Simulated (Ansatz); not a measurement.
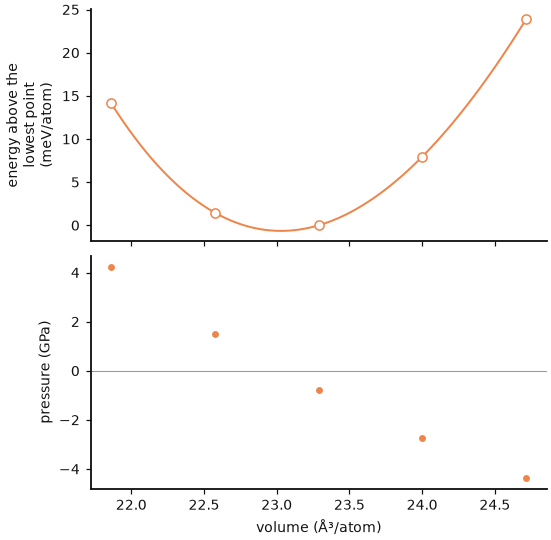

Figure. Energy above the lowest point and pressure against volume for GaAs, space group F-43m (No. 216) (one of a set of cubic test structures, which need not be the stable phase).

A third-order Birch–Murnaghan fit gives V0 = 23.03 Å³/atom, B0 = 72.6 GPa and B′ = 4.6. The energy above the lowest point is 14.1 meV/atom at volume 21.86 Å³/atom and 23.9 meV/atom at 24.71 Å³/atom; the lowest computed point is at volume 23.29 Å³/atom (0.0 meV/atom), and no other minimum shows among the points. The pressure falls from 4.245 GPa at volume 21.86 Å³/atom to −4.367 GPa at 24.71 Å³/atom, and changes sign near 23.04 Å³/atom.

Method: equation of state of a cubic crystal from periodic Kohn-Sham density functional theory without spin, third-order Birch-Murnaghan fit to the free energies; pressure corrected for the finite basis (Ansatz 0.2.0 development build). Level: HSE06.

structure type zinc blende; atoms in cell 2; space group number 216; lattice centring face-centred primitive; k mesh 4×4×4; occupation method Fermi–Dirac; occupation width 0.05 eV; wave cutoff 700 eV; datasets hard PAW; density tolerance 0 eV; bands 22; density cutoff ratio 4; search for lower states default; exchange singularity regularized.

Note: modest k-mesh, values are not fully converged in k; pseudopotentials made with PBE, not this functional.

One of the inputs:
```
crystal:
  lattice:
    - [0.0, 2.85570411659, 2.85570411659]
    - [2.85570411659, 0.0, 2.85570411659]
    - [2.85570411659, 2.85570411659, 0.0]
  atoms:
    - { symbol: Ga, position: [0.0, 0.0, 0.0] }
    - { symbol: As, position: [0.25, 0.25, 0.25] }
kpoints:
  mp_grid: { grid: [4, 4, 4] }
hamiltonian:
  xc: hse06
  pseudopotentials:
    kind: paw
    azcp:
      As: "pseudopotentials/pbe/paw/ansatz_paw_generated_hard_1/As.paw.azcp"
      Ga: "pseudopotentials/pbe/paw/ansatz_paw_generated_hard_1/Ga.paw.azcp"
scf:
  occupations: { method: fermi_dirac, width: 0.05 }
  convergence: { dr2_threshold: "1e-10 eV" }
  exx: { energy_threshold: "2e-8 eV", singularity: regularized }
output:
  forces: true
  stress: true
  eigenvalues: true
```

Run as:
```bash
ansatz run input.yaml --threads 2
```
